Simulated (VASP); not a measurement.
## Band-structure calculation of SrO

- system: SrO (Fm-3m, 2 atoms in the cell)
- method: DFT, r2SCAN, plane waves, PAW (VASP 6.6.1)

The structure was built on a prototype by a generator. The geometry comes from this level: r2SCAN (a point of a series of strains). It belongs to a series of runs on one base structure; here: hydrostatic strain -2.0%.

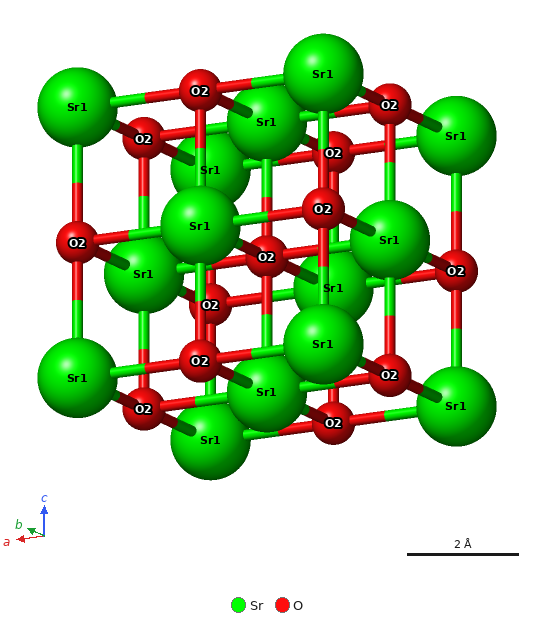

The structure (ball-and-stick view of the cell 4 times as large as that of the calculation, set on its symmetry axes, seen at an oblique angle; atoms are numbered from 1 in the order of the input). An atom can appear more than once, as a periodic image.

Summary

- outcome: converged
- space group (tolerance 0.01 Å): Fm-3m (225)
- electrons treated: 16
- free energy: −27.0075 eV
- Fermi energy: 1.641 eV
- band gap: 3.71 eV
- pressure: 7.20 GPa
- largest force (length of the vector): under 0.001 eV/Å
- hardware: 1 CPU thread, shared host
- wall time: 50 s
- peak memory: 0.18 GiB

Notes

The cell is under a pressure of 7.2 GPa at this level, so it is not at its equilibrium volume.

INCAR
```
ENCUT = 520.000000
SIGMA = 0.010000
EDIFF = 1.00e-07
ALGO = Normal
METAGGA = R2SCAN
PREC = Accurate
IBRION = -1
ISIF = 2
ISMEAR = 0
NBANDS = 15
NELM = 120
NSW = 0
LASPH = .TRUE.
LCHARG = .TRUE.
LELF = .TRUE.
LWAVE = .FALSE.
LREAL = .FALSE.
```

KPOINTS
```
KPOINTS created by Atomic Simulation Environment
0
Gamma
8 8 8
0 0 0
```

KPOINTS_OPT
```
special points
7
Reciprocal
0.0000000000 0.0000000000 0.0000000000 1
0.5000000000 0.0000000000 0.5000000000 1
0.6250000000 0.2500000000 0.6250000000 1
0.3750000000 0.3750000000 0.7500000000 1
0.5000000000 0.5000000000 0.5000000000 1
0.5000000000 0.2500000000 0.7500000000 1
0.0000000000 0.5000000000 0.5000000000 1
```

POSCAR
```
Sr O
 1.0000000000000000
     0.0000000000000000    2.5282944794000000    2.5282944794000000
     2.5282944794000000    0.0000000000000000    2.5282944794000000
     2.5282944794000000    2.5282944794000000    0.0000000000000000
 Sr  O
   1   1
Cartesian
  0.0000000000000000  0.0000000000000000  0.0000000000000000
  2.5282944793999995  2.5282944793999995  2.5282944793999995
```

Run as:
```bash
mpirun -np 1 vasp_std
```

OSZICAR
```
N       E                     dE             d eps       ncg     rms          rms(c)
DAV:   1     0.469937698354E+02    0.46994E+02   -0.85013E+03   870   0.107E+03
DAV:   2    -0.317078025528E+02   -0.78702E+02   -0.71543E+02  1208   0.226E+02
DAV:   3    -0.346360406466E+02   -0.29282E+01   -0.29044E+01  1095   0.391E+01
DAV:   4    -0.347099067567E+02   -0.73866E-01   -0.73859E-01  1013   0.602E+00
DAV:   5    -0.347118592926E+02   -0.19525E-02   -0.19525E-02  1111   0.828E-01    0.179E+01
DAV:   6    -0.268774453715E+02    0.78344E+01   -0.44262E+00  1199   0.174E+01    0.167E+01
DAV:   7    -0.269947411526E+02   -0.11730E+00   -0.20061E-01   877   0.406E+00    0.938E+00
DAV:   8    -0.270119220573E+02   -0.17181E-01   -0.85567E-02   884   0.310E+00    0.941E-01
DAV:   9    -0.270071155443E+02    0.48065E-02   -0.17118E-02  1066   0.126E+00    0.268E-01
DAV:  10    -0.270073693309E+02   -0.25379E-03   -0.14495E-03   947   0.381E-01    0.130E-01
DAV:  11    -0.270075574808E+02   -0.18815E-03   -0.25131E-04   877   0.165E-01    0.825E-02
DAV:  12    -0.270075499818E+02    0.74990E-05   -0.34209E-05  1059   0.529E-02    0.182E-02
DAV:  13    -0.270075492723E+02    0.70944E-06   -0.45002E-06  1129   0.219E-02    0.142E-02
DAV:  14    -0.270075488313E+02    0.44103E-06   -0.51557E-07  1031   0.719E-03    0.460E-03
DAV:  15    -0.270075486236E+02    0.20769E-06   -0.38978E-08   561   0.194E-03    0.113E-03
DAV:  16    -0.270075485978E+02    0.25830E-07   -0.70710E-09   470   0.648E-04
   1 F= -.27007549E+02 E0= -.27007549E+02  d E =-.122082E-18
       N       E                     dE             ncg
DAV:   1    -0.124187434400E+03   -0.43980E+04      210
DAV:   2    -0.677372837940E+03   -0.55319E+03      294
DAV:   3    -0.698534791081E+03   -0.21162E+02      297
DAV:   4    -0.698855825047E+03   -0.32103E+00      246
DAV:   5    -0.698863793353E+03   -0.79683E-02      280
DAV:   6    -0.698864080355E+03   -0.28700E-03      239
DAV:   7    -0.698864090021E+03   -0.96667E-05      243
DAV:   8    -0.698864090344E+03   -0.32259E-06      199
DAV:   9    -0.698864090353E+03   -0.93598E-08      175
```

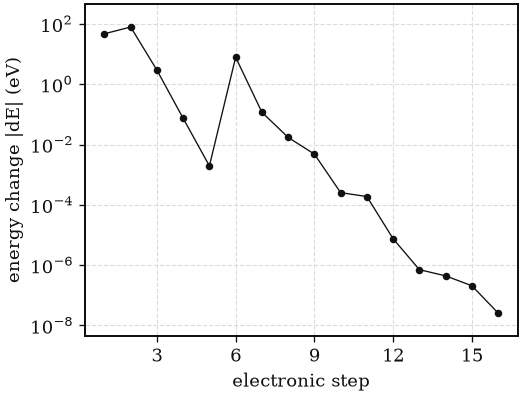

Convergence of the self-consistent field: energy change |dE| against the electronic step. It takes 16 electronic steps. The density is held fixed in the first few steps, and dE rises again when its update begins.

Parts of OUTCAR
```
k-points           NKPTS =     29   k-points in BZ     NKDIM =     29   number of bands    NBANDS=     15

   NELECT =      16.0000    total number of electrons

   dimension x,y,z NGX =    28 NGY =   28 NGZ =   28
   dimension x,y,z NGXF=    56 NGYF=   56 NGZF=   56

  energy-cutoff  :      520.00
  volume of cell :       32.32
      direct lattice vectors                 reciprocal lattice vectors
     0.000000000  2.528294479  2.528294479    -0.197761773  0.197761773  0.197761773
     2.528294479  0.000000000  2.528294479     0.197761773 -0.197761773  0.197761773
     2.528294479  2.528294479  0.000000000     0.197761773  0.197761773 -0.197761773

 k-points in reciprocal lattice and weights: KPOINTS created by Atomic Simulation Env
   0.00000000  0.00000000  0.00000000       0.002
   0.12500000  0.00000000  0.00000000       0.016
   0.25000000  0.00000000  0.00000000       0.016
   0.37500000  0.00000000  0.00000000       0.016
   0.50000000  0.00000000  0.00000000       0.008
   0.12500000  0.12500000  0.00000000       0.012
   0.25000000  0.12500000  0.00000000       0.047
   0.37500000  0.12500000  0.00000000       0.047
   0.50000000  0.12500000  0.00000000       0.047
  -0.37500000  0.12500000  0.00000000       0.047
  -0.25000000  0.12500000  0.00000000       0.047
  -0.12500000  0.12500000  0.00000000       0.023
   0.25000000  0.25000000  0.00000000       0.012
   0.37500000  0.25000000  0.00000000       0.047
   0.50000000  0.25000000  0.00000000       0.047
  -0.37500000  0.25000000  0.00000000       0.047
  -0.25000000  0.25000000  0.00000000       0.023
   0.37500000  0.37500000  0.00000000       0.012
   0.50000000  0.37500000  0.00000000       0.047
  -0.37500000  0.37500000  0.00000000       0.023
   0.50000000  0.50000000  0.00000000       0.006
   0.37500000  0.25000000  0.12500000       0.047
   0.50000000  0.25000000  0.12500000       0.094
  -0.37500000  0.25000000  0.12500000       0.047
   0.50000000  0.37500000  0.12500000       0.047
  -0.37500000  0.37500000  0.12500000       0.094
  -0.25000000  0.37500000  0.12500000       0.047
  -0.37500000  0.50000000  0.12500000       0.023
  -0.25000000  0.50000000  0.25000000       0.012

 E-fermi :   1.6412

 k-point     1 :       0.0000    0.0000    0.0000
  band No.  band energies     occupation
      1     -31.7133      2.00000
      2     -14.5058      2.00000
      3     -12.6784      2.00000
      4     -12.6784      2.00000
      5     -12.6784      2.00000
      6       1.5835      2.00000
      7       1.5835      2.00000
      8       1.5835      2.00000
      9       6.6329      0.00000
     10       8.4722      0.00000
     11       8.4722      0.00000
     12       8.4722      0.00000
     13      10.9103      0.00000
     14      10.9103      0.00000
     15      15.1445      0.00000

 k-point     2 :       0.1250    0.0000    0.0000
  band No.  band energies     occupation
      1     -31.6882      2.00000
      2     -14.8086      2.00000
      3     -12.6912      2.00000
      4     -12.6912      2.00000
      5     -12.4355      2.00000
      6       1.1446      2.00000
      7       1.3703      2.00000
      8       1.3703      2.00000
      9       7.3349      0.00000
     10       8.3098      0.00000
     11       8.8025      0.00000
     12       8.8025      0.00000
     13      11.3604      0.00000
     14      11.3604      0.00000
     15      16.2215      0.00000

 k-point     3 :       0.2500    0.0000    0.0000
  band No.  band energies     occupation
      1     -31.6268      2.00000
      2     -15.3639      2.00000
      3     -12.7216      2.00000
      4     -12.7215      2.00000
      5     -12.0249      2.00000
      6       0.3049      2.00000
      7       0.9093      2.00000
      8       0.9093      2.00000
      9       8.2683      0.00000
     10       8.9082      0.00000
     11       9.7023      0.00000
     12       9.7023      0.00000
     13      12.4843      0.00000
     14      12.4843      0.00000
     15      18.4109      0.00000

 k-point     4 :       0.3750    0.0000    0.0000
  band No.  band energies     occupation
      1     -31.5643      2.00000
      2     -15.8074      2.00000
      3     -12.7513      2.00000
      4     -12.7513      2.00000
      5     -11.7265      2.00000
      6      -0.3759      2.00000
      7       0.5050      2.00000
      8       0.5050      2.00000
      9       8.6381      0.00000
     10      10.4508      0.00000
     11      10.8138      0.00000
     12      10.8138      0.00000
     13      13.8615      0.00000
     14      13.8615      0.00000
     15      18.6489      0.00000

 k-point     5 :       0.5000    0.0000    0.0000
  band No.  band energies     occupation
      1     -31.5381      2.00000
      2     -15.9727      2.00000
      3     -12.7634      2.00000
      4     -12.7634      2.00000
      5     -11.6214      2.00000
      6      -0.6300      2.00000
      7       0.3504      2.00000
      8       0.3504      2.00000
      9       8.9214      0.00000
     10      11.0919      0.00000
     11      11.3647      0.00000
     12      11.3647      0.00000
     13      14.7687      0.00000
     14      14.7687      0.00000
     15      18.1757      0.00000

 [... the levels of 23 k-points are left out ...]

 k-point    29 :      -0.2500    0.5000    0.2500
  band No.  band energies     occupation
      1     -31.4865      2.00000
      2     -15.1288      2.00000
      3     -13.4531      2.00000
      4     -13.4530      2.00000
      5     -12.2074      2.00000
      6       0.3942      2.00000
      7       1.2122      2.00000
      8       1.2122      2.00000
      9       8.2819      0.00000
     10       8.2819      0.00000
     11      11.3008      0.00000
     12      13.7287      0.00000
     13      14.1636      0.00000
     14      16.1362      0.00000
     15      17.7598      0.00000

  Total        1.4519242      1.4519242      1.4519242      0.0000000      0.0000000     -0.0000000
  in kB       71.9683509     71.9683509     71.9683509      0.0000000      0.0000000     -0.0000000
  external PRESSURE =      71.9683509 kB  Pullay stress =       0.0000000 kB

 POSITION                                       TOTAL-FORCE (eV/Angst)
 -----------------------------------------------------------------------------------
      0.00000      0.00000      0.00000         0.000000      0.000000      0.000000
      2.52829      2.52829      2.52829        -0.000000     -0.000000     -0.000000
 -----------------------------------------------------------------------------------
    total drift:                                0.000000      0.000000      0.000000

  FREE ENERGIE OF THE ION-ELECTRON SYSTEM (eV)
  ---------------------------------------------------
  free  energy   TOTEN  =       -27.0075485978 eV

  energy  without entropy=      -27.0075485978  energy(sigma->0) =      -27.00754860
```

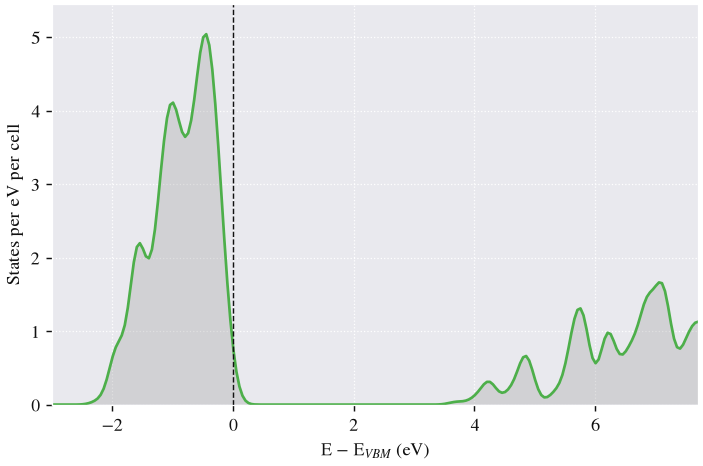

Density of states (the curve is built from the levels of the k mesh with Gaussians 0.3 eV wide, which also blur the band edges), with energies from the valence-band top. There is a gap of 3.71 eV on the k-point mesh. Small ripples come from the finite k-point mesh.
